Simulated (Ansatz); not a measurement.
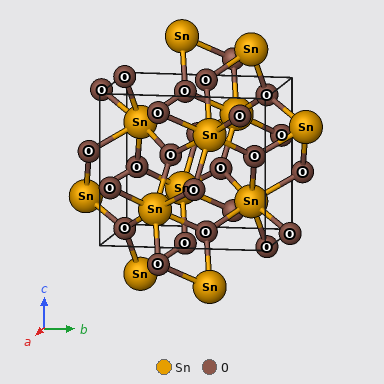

The figure gives a ball-and-stick picture of the atoms, viewed slightly off an axis. The parallelepiped is the conventional unit cell. Bonds that leave the box are completed with the atoms at their other ends.

SnO2, space group Pbcn (No. 60), a = 4.731 Å, b = 5.745 Å, c = 5.238 Å, α = 90.00°, β = 90.00°, γ = 90.00°. The cell started as a structure type filled with these elements by a generator (whether the compound takes this form wasn't checked). Earlier steps of the study may have refined or changed the cell and positions. It was run through Ansatz as a DFT input.

This one geometry was computed with Ansatz (DFT, plane waves, PAW) at five levels of theory: HSE06, PBE with spin-orbit coupling, PBE, r2SCAN and PBE0. It was relaxed beforehand with r2SCAN.

Which level gives the highest pressure at this volume, and what does that say about its equilibrium volume?

Answer. Highest: PBE with spin-orbit coupling (7.8 GPa) and PBE (7.9 GPa), which points to the largest equilibrium volume. Lowest, with the smallest volume: HSE06 (-1.5 GPa) and PBE0 (-1.6 GPa). Levels within 0.5 GPa of each other can't be told apart.

How does the band gap change with the level of theory?

Answer. PBE: a gap of 1.41 eV, indirect; PBE with spin-orbit coupling: a gap of 1.41 eV, indirect; r2SCAN: a gap of 2.07 eV, indirect; HSE06: a gap of 3.13 eV, direct; PBE0: a gap of 3.84 eV, direct.

Collect the results in a table.

Answer.
| level | cutoff (eV) | k-mesh of the run's cell | gap (eV) | pressure (GPa) |
| --- | --- | --- | --- | --- |
| HSE06 | 420 | 4×4×4 | 3.13 | -1.5 |
| PBE with spin-orbit coupling | 420 | 6×6×4 | 1.41 | 7.8 |
| PBE | 420 | 6×6×4 | 1.41 | 7.9 |
| r2SCAN | 500 | 6×6×4 | 2.07 | 0.0 |
| PBE0 | 420 | 4×4×4 | 3.84 | -1.6 |

Gaps are taken on the k-mesh or band path of each run.
